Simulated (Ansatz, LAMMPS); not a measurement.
# Forces and charges in glassy 72SiO2-17Al2O3-6BaO-6ZnO (mol %) (116 atoms)

What does DFT give for glassy 72SiO2-17Al2O3-6BaO-6ZnO (mol %) (116 atoms) as built?

Main program and level: Ansatz 0.2.0; Kohn-Sham DFT, PBE, PAW (set soft_2), plane waves.

### 1. The structure

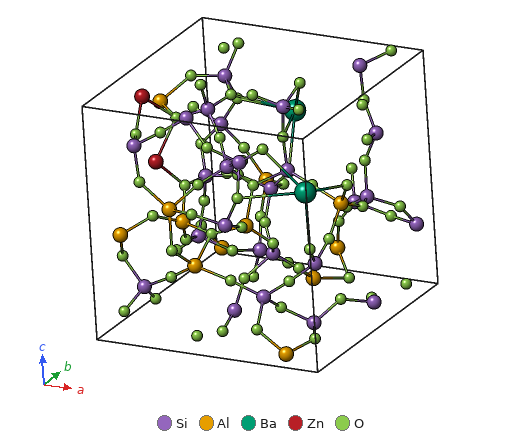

Start, viewed slightly off an axis; silicon purple, aluminium orange, barium teal, zinc red, oxygen green. Bonds to atoms that aren't drawn are left out. Some periodic images of atoms are drawn too.

The cell holds 116 atoms: 26 Si, 12 Al, 2 Ba, 2 Zn and 74 O. Cell: a = 11.345 Å, b = 11.345 Å, c = 11.345 Å, α = 90.0°, β = 90.0°, γ = 90.0°. 116 atoms (26 Si, 12 Al, 2 Ba, 2 Zn, 74 O) placed at random at 3.01 g/cm³, melted at 4000 K for 10 ps at fixed volume with the Morse and Coulomb pair potential with partial charges (Pedone, Malavasi, Menziani, Cormack and Segre, J. Phys. Chem. B 110, 11780 (2006)). Quenched from 4000 K to 300 K at 50 K/ps and fixed volume, held 5 ps.

What the set-up can't give: The quench rate of 50 K/ps far exceeds what a furnace or splat quench reaches, so expect more defects and frozen-in strain than in a real sample. The network of bonds at the start is that of the classical potential that made the cell, and needn't be the one that DFT or experiment would give. Only the Γ point is sampled, in a cell whose shortest periodic width is 11 Å. The levels lack spin–orbit coupling, which is large for the heavy elements here.

### 2. How the cell was made

A classical potential makes the cell, at a small fraction of what the same run would cost in DFT.

This step: classical MD, Morse and Coulomb pair potential with partial charges (Pedone, Malavasi, Menziani, Cormack and Segre, J. Phys. Chem. B 110, 11780 (2006)) (LAMMPS 22 Jul 2025 - Update 4).

Input file in.lmp:

```
# melt-quench of Si26Al12Ba2Zn2O74
units metal
atom_style charge
boundary p p p
region box block 0 11.3450 0 11.3450 0 11.3450
create_box 5 box
mass 1 28.0850   # Si
mass 2 26.9815   # Al
mass 3 137.3270   # Ba
mass 4 65.3800   # Zn
mass 5 15.9990   # O
create_atoms 1 random 26 472057 NULL overlap 1.5 maxtry 2000
create_atoms 2 random 12 472064 NULL overlap 1.5 maxtry 2000
create_atoms 3 random 2 472071 NULL overlap 1.5 maxtry 2000
create_atoms 4 random 2 472078 NULL overlap 1.5 maxtry 2000
create_atoms 5 random 74 472085 NULL overlap 1.5 maxtry 2000
pair_style hybrid/overlay pedone 5.5 coul/long 8.0
pair_coeff * * coul/long
pair_coeff 1 5 pedone 0.340554 2.006700 2.100000 1   # Si-O
pair_coeff 2 5 pedone 0.361581 1.900442 2.164818 0.9   # Al-O
pair_coeff 3 5 pedone 0.065011 1.547596 3.393410 5   # Ba-O
pair_coeff 4 5 pedone 0.001221 3.150679 2.851850 1   # Zn-O
pair_coeff 5 5 pedone 0.042395 1.379316 3.618701 22   # O-O
set type 1 charge 2.4
set type 2 charge 1.8
set type 3 charge 1.2
set type 4 charge 1.2
set type 5 charge -1.2
kspace_style pppm 1.0e-4
neigh_modify delay 0 every 1 check yes
thermo_style custom step time temp pe press density
thermo_modify norm yes
timestep 0.002
thermo 100
# [... 15 lines left out ...]
fix md all nvt temp 4000 300 0.2
run 37000 post no
unfix md
thermo 1250
fix md all nvt temp 300 300 0.2
run 2500 post no
unfix md
write_dump all custom glass.dump id type xs ys zs modify sort id
```

Started as:

```bash
lmp -in in.lmp -log none -nocite
```

Numbers of over 12 decimals in the logs are rounded to 6 here.

Log:

```text
LAMMPS (22 Jul 2025 - Update 4)
Created orthogonal box = (0 0 0) to (11.345 11.345 11.345)
Created 26 atoms
Created 12 atoms
Created 2 atoms
Created 2 atoms
Created 74 atoms
PPPM initialization ...
  G vector (1/distance) = 0.37864757
  grid = 12 12 12
  estimated relative force accuracy = 7.5440887e-05
   Step          Time           Temp          PotEng         Press         Density
         0   0              0             -1.4626825      717808         3.0059837
        89   0.178          0             -15.815444     -9807.7669      3.0059837
Loop time of 0.0661393 s on 1 MPI rank(s) for 89 steps with 116 atoms
Minimization stats:
[... 18 lines left out ...]
[... 1 line left out ...]
Loop time of 2.57548 s on 1 MPI rank(s) for 5000 steps with 116 atoms
   Step          Time           Temp          PotEng         Press         Density
[... 12 lines left out ...]
Loop time of 17.245 s on 1 MPI rank(s) for 37000 steps with 116 atoms
   Step          Time           Temp          PotEng         Press         Density
     43000   86             312.56256     -15.927879     -38821.89       3.0059837
     43750   87.5           282.08898     -15.927682     -29914.679      3.0059837
     45000   90             267.46513     -15.920701     -37779.777      3.0059837
     45500   91             353.11086     -15.929408     -31089.922      3.0059837
Loop time of 1.05764 s on 1 MPI rank(s) for 2500 steps with 116 atoms
```

The job ended after 22 s (1 thread of Intel Xeon Platinum 8488C (Sapphire Rapids), shared host; peak memory 0.08 GiB).

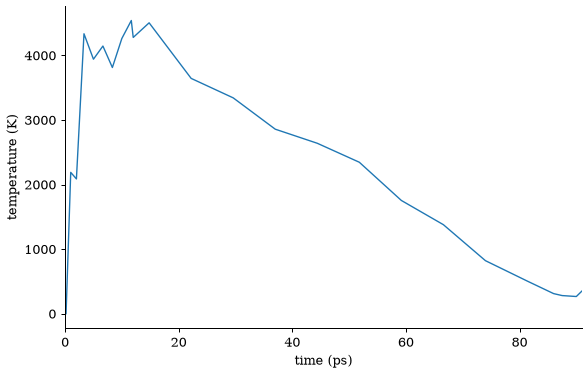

Temperature, plotted against time.

### 3. Plane-wave single point

The electrons are solved once, with the atoms held.

Input file input.yaml:

```yaml
crystal:
  lattice:
    - [11.345, 0.0, 0.0]
    - [0.0, 11.345, 0.0]
    - [0.0, 0.0, 11.345]
  atoms:
    - { symbol: Si, position: [0.85718, 0.72912, 0.45615] }
    - { symbol: Si, position: [0.94593, 0.57723, 0.07401] }
    - { symbol: Si, position: [0.80771, 0.82468, 0.97454] }
    - { symbol: Si, position: [0.23466, 0.74172, 0.88151] }
    - { symbol: Si, position: [0.46086, 0.31915, 0.68483] }
    - { symbol: Si, position: [0.41911, 0.37985, 0.04023] }
    - { symbol: Si, position: [0.11438, 0.20483, 0.16572] }
    - { symbol: Si, position: [0.70188, 0.89753, 0.34766] }
    - { symbol: Si, position: [0.88295, 0.23795, 0.3599] }
    - { symbol: Si, position: [0.32569, 0.77455, 0.13576] }
    - { symbol: Si, position: [0.20546, 0.58939, 0.50665] }
    - { symbol: Si, position: [0.29439, 0.48601, 0.84475] }
    - { symbol: Si, position: [0.78494, 0.36949, 0.04213] }
    - { symbol: Si, position: [0.41479, 0.10144, 0.96977] }
    - { symbol: Si, position: [0.62534, 0.51142, 0.89172] }
    - { symbol: Si, position: [0.17639, 0.08593, 0.82353] }
    - { symbol: Si, position: [0.16369, 0.57447, 0.24906] }
    - { symbol: Si, position: [0.45665, 0.66439, 0.4598] }
    - { symbol: Si, position: [0.62743, 0.12937, 0.79816] }
    - { symbol: Si, position: [0.15907, 0.81678, 0.63662] }
    - { symbol: Si, position: [0.97849, 0.89827, 0.29024] }
    - { symbol: Si, position: [0.89132, 0.77456, 0.71567] }
    - { symbol: Si, position: [0.65826, 0.20234, 0.19885] }
    - { symbol: Si, position: [0.54193, 0.50053, 0.25587] }
    - { symbol: Si, position: [0.61946, 0.52313, 0.61454] }
    - { symbol: Si, position: [0.58667, 0.05728, 0.55075] }
    - { symbol: Al, position: [0.57817, 0.95279, 0.11338] }
    - { symbol: Al, position: [0.60363, 0.70217, 0.08018] }
    - { symbol: Al, position: [0.06958, 0.11831, 0.41398] }
    - { symbol: Al, position: [0.80444, 0.09817, 0.01387] }
    - { symbol: Al, position: [0.37661, 0.16222, 0.30812] }
    - { symbol: Al, position: [0.04508, 0.96028, 0.03472] }
    - { symbol: Al, position: [0.53203, 0.31626, 0.44272] }
    - { symbol: Al, position: [0.88889, 0.46425, 0.5332] }
    - { symbol: Al, position: [0.22926, 0.34196, 0.40795] }
    - { symbol: Al, position: [0.03293, 0.56656, 0.81104] }
    - { symbol: Al, position: [0.31893, 0.08713, 0.57035] }
    - { symbol: Al, position: [0.30682, 0.8934, 0.38829] }
    - { symbol: Ba, position: [0.51229, 0.80026, 0.75039] }
    - { symbol: Ba, position: [0.90522, 0.15813, 0.6983] }
    - { symbol: Zn, position: [0.12148, 0.3472, 0.64794] }
    - { symbol: Zn, position: [0.07372, 0.35385, 0.91857] }
    - { symbol: O, position: [0.77358, 0.21332, 0.27756] }
    - { symbol: O, position: [0.65289, 0.05353, 0.67712] }
    - { symbol: O, position: [0.62928, 0.64853, 0.94194] }
    - { symbol: O, position: [0.959, 0.80987, 0.39738] }
    - { symbol: O, position: [0.52646, 0.40445, 0.5819] }
    - { symbol: O, position: [0.33998, 0.61336, 0.52112] }
    - { symbol: O, position: [0.60859, 0.5832, 0.17002] }
    - { symbol: O, position: [0.46107, 0.01424, 0.59604] }
    - { symbol: O, position: [0.9062, 0.60448, 0.46885] }
    - { symbol: O, position: [0.61512, 0.91271, 0.24673] }
    - { symbol: O, position: [0.38359, 0.29688, 0.39458] }
    - { symbol: O, position: [0.33879, 0.05225, 0.4093] }
    - { symbol: O, position: [0.74136, 0.12452, 0.8727] }
    - { symbol: O, position: [0.05003, 0.59193, 0.16622] }
    - { symbol: O, position: [0.88626, 0.35585, 0.42127] }
    - { symbol: O, position: [0.24469, 0.81228, 0.75948] }
    - { symbol: O, position: [0.44847, 0.01841, 0.07275] }
    - { symbol: O, position: [0.87802, 0.95953, 0.9971] }
    - { symbol: O, position: [0.29817, 0.0909, 0.89559] }
    - { symbol: O, position: [0.73985, 0.76624, 0.38153] }
    - { symbol: O, position: [0.91853, 0.14145, 0.46263] }
    - { symbol: O, position: [0.18851, 0.44898, 0.51755] }
    - { symbol: O, position: [0.57258, 0.25109, 0.75202] }
    - { symbol: O, position: [0.18631, 0.43344, 0.29023] }
    - { symbol: O, position: [0.92409, 0.64352, 0.7425] }
    - { symbol: O, position: [0.37867, 0.2238, 0.63278] }
    - { symbol: O, position: [0.96418, 0.39045, 0.64957] }
    - { symbol: O, position: [0.15644, 0.46978, 0.79546] }
    - { symbol: O, position: [0.08488, 0.08445, 0.10177] }
    - { symbol: O, position: [0.85602, 0.47054, 0.11523] }
    - { symbol: O, position: [0.52585, 0.4453, 0.95319] }
    - { symbol: O, position: [0.68038, 0.85215, 0.03641] }
    - { symbol: O, position: [0.82855, 0.77995, 0.58763] }
    - { symbol: O, position: [0.52337, 0.06258, 0.8734] }
    - { symbol: O, position: [0.66758, 0.31945, 0.11059] }
    - { symbol: O, position: [0.59002, 0.18267, 0.49573] }
    [... 32 atom lines left out ...]
    - { symbol: O, position: [0.43842, 0.24071, 0.00623] }
    - { symbol: O, position: [0.47238, 0.57388, 0.3508] }
    - { symbol: O, position: [0.83715, 0.94421, 0.28844] }
    - { symbol: O, position: [0.26711, 0.80986, 0.99998] }
    - { symbol: O, position: [0.60341, 0.39948, 0.34504] }
    - { symbol: O, position: [0.4474, 0.42457, 0.16426] }
kpoints:
  mp_grid: { grid: [1, 1, 1] }
hamiltonian:
  xc: pbe
scf:
  occupations: { method: fixed }
output:
  forces: true
  stress: true
  populations: true
  dos:
    method: { smearing: { sigma: 0.15 } }
    de: 0.1
    projected: { site_lists: { Al: [Al], Ba: [Ba], O: [O], Si: [Si], Zn: [Zn] } }
  eigenvalues: true
  write_density: true
  write_potential: true
  volumetric_format: npy
```

Started as:

```bash
ansatz run input.yaml --threads 8 --pin off --max-ram 15872MiB --backend cpu --events-out ev --progress --plain --runs-dir out
```

Log:

```text
Engine: ansatz 0.2.0, x86_64-unknown-linux-gnu
Pseudopotentials: kind: paw
Pseudopotential: Si, paw, valence charge 4, recommended cutoff 420 eV (normal), Si.paw.azcp
Pseudopotential: Al, paw, valence charge 3, recommended cutoff 420 eV (normal), Al.paw.azcp
Pseudopotential: Ba, paw, valence charge 10, recommended cutoff 420 eV (normal), Ba.paw.azcp
Pseudopotential: Zn, paw, valence charge 12, recommended cutoff 420 eV (normal), Zn.paw.azcp
Pseudopotential: O, paw, valence charge 6, recommended cutoff 420 eV (normal), O.paw.azcp
[... 5 lines on functional and potentials left out ...]
Crystal: 116 atoms, lattice volume = 1460.204 Å³
Basis set: ecut = 420 eV, 28425 PW (Γ), exchange–correlation on 160×160×160 points (8 copies of the dense FFT grid, shifted against one another)
Bands: 430, of which v1, the nominal top of the filled ones, is band 314 counted from 1 (313 counted from 0)
Symmetry: 1 space group operations
Space group: P1 (ITA 1), of the structure as read, at distance tolerance 1.1e-4 Å
k-points: 1
[... 11 lines on functional and potentials left out ...]
Initial density: superposition of atomic densities (neutral atoms: chi_scale 0, normalization atom), corrected by the library's trained network
Initial wavefunctions: pseudopotential atomic-orbital guess
Functional: x = pbe(κ = 0.804, μ = 0.219515), c = pbe(β = 0.066725)
SCF iter   1: F=—  HF=-83626.524765 eV  |F-HF|=—  |Δ(HF+E_count)|=         —  Δρ=2.40e-3  dr2=1.35e-1  ethr=1.77e-3  ⟨swp⟩=4.0  Hψ=1673  notcnv=0  defer=114
preconditioner: auto → Resta (q_TF=auto, 2.370 Å⁻¹)  ε∞=3.4  [insulator: Δε(μ)=2.822 eV  Ē_g=15.552 eV  n_scr=340 (ndim 8)  ℏωp=24.3 eV  f_vac=0.083  ε∞_Penn≈3.4]
SCF iter   2: F=—  HF=-83626.522558 eV  |F-HF|=—  |Δ(HF+E_count)|=   2.21e-3  Δρ=1.29e-3  dr2=3.67e-2  ethr=2.15e-5  ⟨swp⟩=2.0  Hψ=698  notcnv=0  defer=114
SCF iter   3: F=—  HF=-83626.522807 eV  |F-HF|=—  |Δ(HF+E_count)|=   2.49e-4  Δρ=6.67e-4  dr2=8.91e-3  ethr=5.84e-6  ⟨swp⟩=2.0  Hψ=567  notcnv=0  defer=114
SCF iter   4: F=—  HF=-83626.521542 eV  |F-HF|=—  |Δ(HF+E_count)|=   1.26e-3  Δρ=2.13e-4  dr2=7.42e-4  ethr=1.42e-6  ⟨swp⟩=2.0  Hψ=571  notcnv=0  defer=114
SCF iter   5: F=—  HF=-83626.521628 eV  |F-HF|=—  |Δ(HF+E_count)|=   8.56e-5  Δρ=1.52e-4  dr2=2.83e-4  ethr=1.18e-7  ⟨swp⟩=2.0  Hψ=565  notcnv=0  defer=114
SCF iter   6: F=—  HF=-83626.521640 eV  |F-HF|=—  |Δ(HF+E_count)|=   1.22e-5  Δρ=4.04e-5  dr2=2.39e-5  ethr=4.51e-8  ⟨swp⟩=2.0  Hψ=565  notcnv=0  defer=109
SCF iter   7: F=—  HF=-83626.519542 eV  |F-HF|=—  |Δ(HF+E_count)|=   2.10e-3  Δρ=1.65e-5  dr2=3.84e-6  ethr=3.80e-9  ⟨swp⟩=2.0  Hψ=742  notcnv=0  defer=108
SCF iter   8: F=—  HF=-83626.519545 eV  |F-HF|=—  |Δ(HF+E_count)|=   2.05e-6  Δρ=8.06e-6  dr2=8.49e-7  ethr=6.11e-10  ⟨swp⟩=2.0  Hψ=621  notcnv=0  defer=108
SCF iter   9: F=-83626.519545 eV  HF=-83626.519545 eV  |F-HF|=5.33e-9  |Δ(HF+E_count)|=   4.38e-7  Δρ=2.60e-6  dr2=8.49e-8  ethr=1.59e-11  ⟨swp⟩=24.0  Hψ=4592  notcnv=0
SCF 1 converged in 9 iterations: F = -83626.519545 eV  dr2 = 8.49e-8
  greatest PAW one-centre occupation: 0.992 electrons in one spin orbital (limit 2), on the Zn atom at site 41 (counted from 0), in its partial waves of l = 2
SCF converged after 9 iterations
Free energy (F): -83626.519545 eV
Harris-Foulkes:  -83626.519545 eV  (|F-HF|=5.33e-9)
Internal energy: -83626.519545 eV  (E = F + TS)
E sigma→0 (E₀):  -83626.519545 eV
Fermi energy:    4.841922 eV
--- Per-component energies (eV) ---
  E_band       = -1953.588622
  E_kinetic    = 15284.333609
  E_local      = -41155.503516  (includes V_loc(G=0)·N_el)
  E_nonlocal   = 5658.447761
  E_hartree    = 15483.018510
  E_xc         = -8042.685594
  E_vxc        = -8986.177282  (∫ρ·V_xc dr)
  E_paw        = -44830.964496  (= ΣΔE_a)
  E_vpaw       = -3720.920913  (= ΣTr[D̂ρ^β])
  E_aug_tail   = 0.188494  (compensation charges beyond the density's cutoff)
  E_ewald      = -26023.354311
  E_smearing   = -0.000000  (= −TS)
  E_closure    = -0.000000  (closes the sum)
  Σ components = -83626.519545   (vs F -83626.519545, Δ=0.00e0)
--- Forces (eV/Å), atoms counted from 1 ---
  atom   1  Si     0.20852251     2.29118428    -0.46983624
  atom   2  Si    -1.68122076    -0.76744369    -1.46770684
  atom   3  Si     2.60455263    -0.39637556     0.70227927
  atom   4  Si     0.25149880    -1.34478266     0.14969648
  atom   5  Si     0.89773596    -0.12002265     1.37261163
  atom   6  Si     1.79654622    -0.05059141    -4.13833415
  atom   7  Si     1.74931582    -2.12276397     2.67063831
  atom   8  Si     5.12231168     0.77641316     0.02250557
  atom   9  Si     2.19294786    -2.22793157    -1.07039247
  atom  10  Si    -2.16194318    -1.12125556    -0.02231938
  atom  11  Si    -1.18789505     0.82273611    -1.20511153
  atom  12  Si     0.44747174     0.41807850    -0.72640008
  atom  13  Si    -1.10199648     0.95968089     0.86579805
  atom  14  Si     1.70655314     2.56850850    -1.76718973
[...]
atom 115  O      0.87619781     1.75396629    -2.07847305
  atom 116  O      0.20941477     1.01402603     3.36326211
  max |Σ_I F_I| component: 8.10e-5 eV/Å
--- Stress (GPa, compression-positive) ---
        4.041730       0.696389       1.052196
        0.696384       3.800498       0.654168
        1.052194       0.654164       5.183169
  P = ⅓ Tr σ = 4.3418 GPa (43.418 kbar)
--- Band table (eV) ---
  k-point 0: bands = ["-23.3007", "-22.1591", "-16.4878", "-16.2941", [... 414 levels ...], "14.2460", "14.2658", "14.3058", "14.3311", "14.3531", "14.3957", "14.4336", "14.5042", "14.5249", "14.5868", "14.6293", "14.6648"]
--- Löwdin populations: 116 sites ---
  site symbol       q [e]
     0     Si      2.2201
     1     Si      2.2034
     2     Si      2.2560
[...]
115      O      6.7668
  spilling = 0.011919 (of n_electrons = 628.000000)
```

Elapsed: 9.2 s, on 8 threads of Intel Xeon Platinum 8488C (Sapphire Rapids), shared host; peak memory 2.3 GiB; 65 s of CPU time.

The column dr2 measures how far the density is from self-consistency, as an energy; F and HF (Harris–Foulkes) agree once it is small.

The run gave:

```yaml
free_energy: -83626.5195 eV
free_energy_per_atom: -720.9183 eV/atom
scf_cycles: 9
pressure: 4.342 GPa
r_m_s_force_component: 1.331 eV/Å
longest_force: 5.181 eV/Å
fermi_energy: 4.842 eV
spacing_of_highest_filled_and_lowest_empty_level: 2.724 eV
spilling_of_the_projection: 0.01192
```

Length of the force by element:

```
element  coordination  atoms  mean length of the force (eV/Å)  spread  least   most
     Al           all     12                             1.66   0.549  0.727   2.58
     Ba           all      2                            0.556  0.0135  0.542  0.570
      O           all     74                             1.94   0.980  0.193   5.03
     Si           all     26                             2.75   0.989  0.950   5.18
     Zn           all      2                             1.69   0.800  0.888   2.49
```

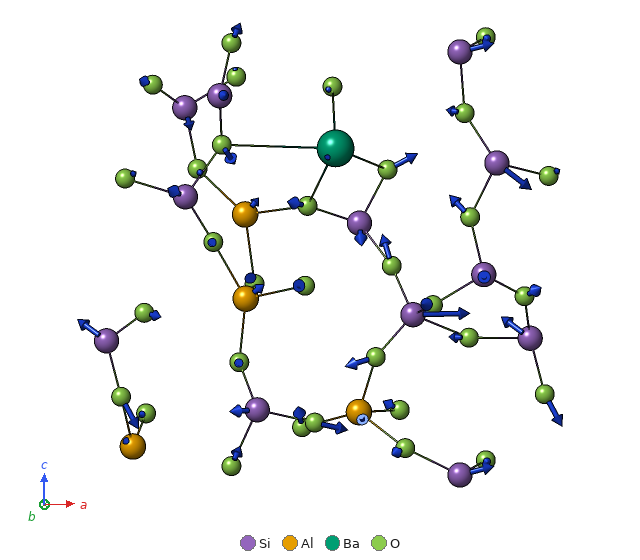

Forces as arrows; the longest in the cell is 5.18 eV/Å. Drawn is a slice 4 Å thick, seen along the normal of the ac plane.

Löwdin charges by element (they lack the spilled electrons, 0.065 e an atom on average):

```
element  coordination  atoms  mean charge (e)  spread  least    most
     Al           all     12             1.36  0.0285   1.29    1.39
     Ba           all      2             1.88  0.0027   1.88    1.88
      O           all     74           -0.826  0.0513  -1.05  -0.750
     Si           all     26             1.75  0.0242   1.69    1.80
     Zn           all      2             1.49  0.0088   1.48    1.50
```

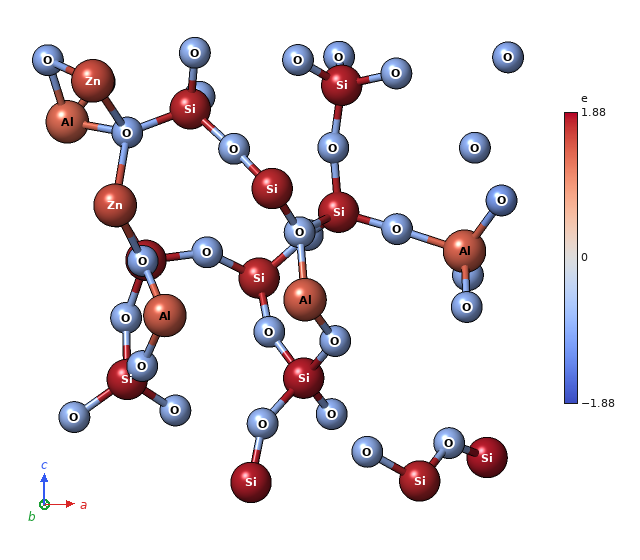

Atoms coloured by Löwdin charge. Drawn is a slice 4 Å thick, seen along the normal of the ac plane. Bonds to atoms that aren't drawn are left out.

States in the cell by windows of 1 eV, zero at the Fermi level; the larger projections on atomic orbitals stand beside the total:

```
from (eV)  to (eV)  total   O p  Si p   O s
      -18      -17   35.9   0.3   3.8  28.6
      -17      -16    7.6   0.1   0.9   6.1
      -16      -14    0.0   0.0   0.0   0.0
      -14      -13    5.4   0.1   0.0   0.0
      -13      -12    5.5   0.1   0.0   0.0
      -12      -11    1.1   0.0   0.0   0.0
      -11      -10    5.3   3.5   0.2   0.2
      -10       -9   12.9   8.7   0.7   0.6
       -9       -8   15.4  10.7   1.2   0.7
       -8       -7   25.9  18.8   2.8   0.7
       -7       -6   46.4  32.2   5.3   0.6
       -6       -5   55.5  35.7   4.4   1.1
       -5       -4   60.0  48.9   3.7   1.7
       -4       -3   70.6  63.0   2.3   1.4
       -3       -2   73.7  68.2   1.7   0.8
       -2       -1   76.9  72.9   1.1   0.5
       -1        0   20.2  19.4   0.2   0.1
        0        1    1.3   1.3   0.0   0.0
        1        2    0.0   0.0   0.0   0.0
        2        3    2.0   0.2   0.0   0.4
        3        4    6.2   0.6   0.4   0.5
        4        5   16.9   1.1   1.5   1.4
```

With fixed occupations the program's Fermi level is the highest filled level; weight inside the gap is the broadening of levels at its edges.

Between -26 and -18 eV lie 105 more states.

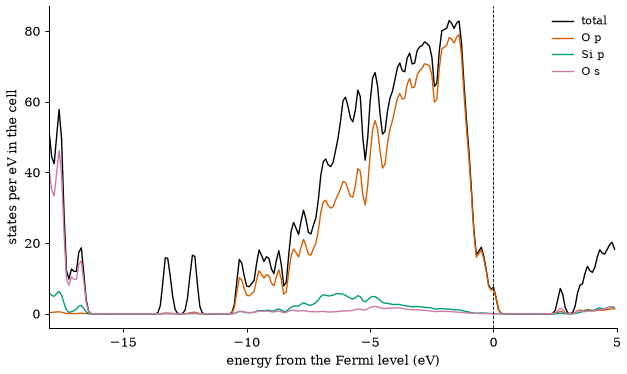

Total and projected density of states, with the broadening of the input.

(Part 1 of 2 ends here.)

[Logs are printed without paths, hosts, clocks, repeated set-up lines and the standing remarks that a program may print on its own settings, such as how far it seeks lower states.]

[Hosts, paths, dates, database ids (printed as entryN), source tags and the programs' standing remarks are cut or masked in the printed files.]
